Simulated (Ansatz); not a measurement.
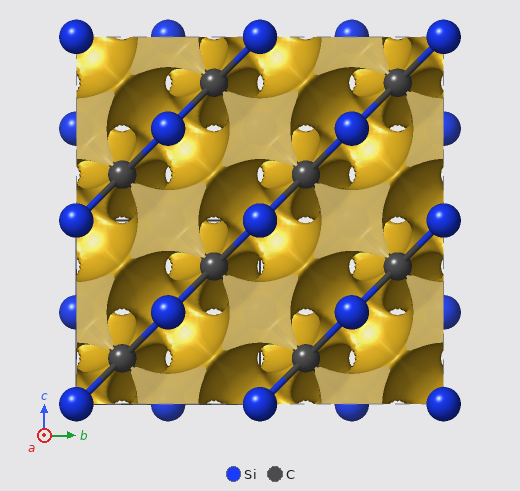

The yellow surface encloses the points that the centre of a probe sphere of radius 0.35 Å can occupy in SiC (F-43m, No. 216), computed on a grid of about 0.12 Å (2×2×2 cells shown, view along the a axis; pale faces close the region where the box cuts it).

Atoms are hard spheres with covalent radii (Cordero): Si 1.11 Å, C 0.76 Å.

Origin of the cell: a calculation's input that goes back to an entry of the Crystallography Open Database (an earlier step may have relaxed or displaced it).

```
Si C
1.0
     4.34800    0.00000    0.00000
     0.00000    4.34800    0.00000
     0.00000    0.00000    4.34800
Si C
4 4
Cartesian
  0.0000 0.0000 0.0000
  0.0000 2.1740 2.1740
  2.1740 0.0000 2.1740
  2.1740 2.1740 0.0000
  1.0870 1.0870 3.2610
  1.0870 3.2610 1.0870
  3.2610 1.0870 1.0870
  3.2610 3.2610 3.2610
```

Q: Describe the connectivity of the accessible space.

A: Where they connect, they form a three-dimensional network.

Q: What share of the cell can the probe's centre reach?

A: About 25 % of the volume (21 Å³ of 82.2 Å³).

Q: Give the largest included and the largest free sphere.

A: The largest sphere that fits anywhere has a diameter of 2.13 Å; the largest that can travel through the crystal, about 1.3 Å.

Q: How does the connectivity change as the probe shrinks?

A: Below a radius of about 0.67 Å the space forms a three-dimensional network. These are grid estimates, good to about 0.05 Å.
